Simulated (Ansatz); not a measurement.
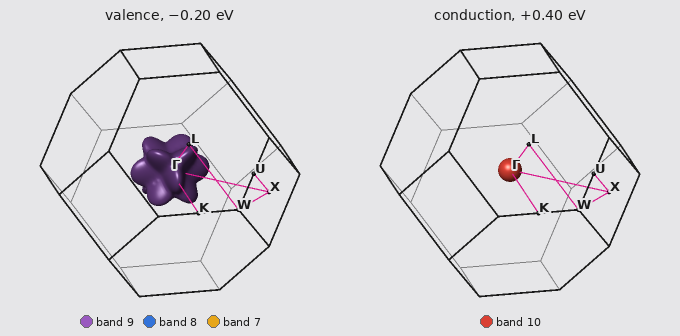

GaN (space group F-43m, No. 216): constant-energy surfaces at both band edges (energies from each edge).

The calculation used DFT PBE, scalar-relativistic, plane waves, PAW; levels and slopes on a dense k mesh at the converged density (Ansatz). No spin polarisation. The levels come from a k mesh of 34×34×34 points. Cell and positions as given, without relaxation (residual pressure 5 GPa). The cell comes from a database of computed structures, not from a measurement.

Masses come from a second pass at points close to the extrema; at the energies drawn a band may no longer be parabolic.

Is the gap direct or indirect, and how large does the calculation make it?

The gap is direct, 1.72 eV at this level of theory, which underestimates gaps and can reorder valleys that lie close.

Give the valleys and their effective masses.

Valence band (extrema up to 0.20 eV from the edge): one maximum at Γ, three bands meeting there, with masses of 0.16 and 0.88 mₑ among them, each the same along x, y and z. Band 9 forms the valence edge; band 8 meets it there and band 7 meets it there.
Conduction band (extrema up to 0.40 eV from the edge): one minimum at Γ, mass 0.15 mₑ in all directions. Band 10 forms the conduction edge.

Where one band's surface lies inside another's, the outer one hides all or part of it.

Spin-orbit coupling, left out here, can split bands that meet at an edge and change their masses.
